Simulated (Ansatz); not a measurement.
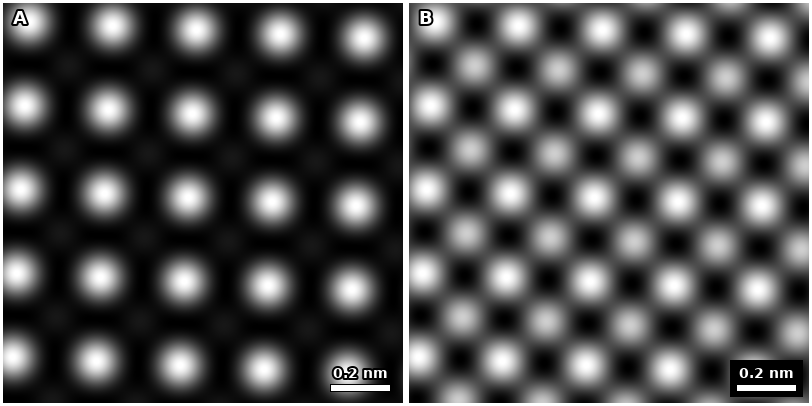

Two simulated images of the same area of WS2 (Fm-3m, No. 225) along [001], with a probe of 1.30 Å. One is incoherent Z contrast (Z^1.7 per atom), the other the projected potential of neutral atoms blurred by the probe (iDPC-like, thin sample). Brightness is counted from the darkest point of the image. Structure: the end point of a relaxation with Ansatz, DFT, PBE, PAW with Ansatz's default frozen-core files, scalar-relativistic; the starting structure was generated, so it need not be a known form of this composition.

### Which panel is which, and how can one tell?

A is the Z-contrast image and B the potential image. The columns of 2 S per repeat reach about 9 % of the brightest peak (1 W) in A but about 80 % in B, mainly since the potential grows much more slowly with atomic number.
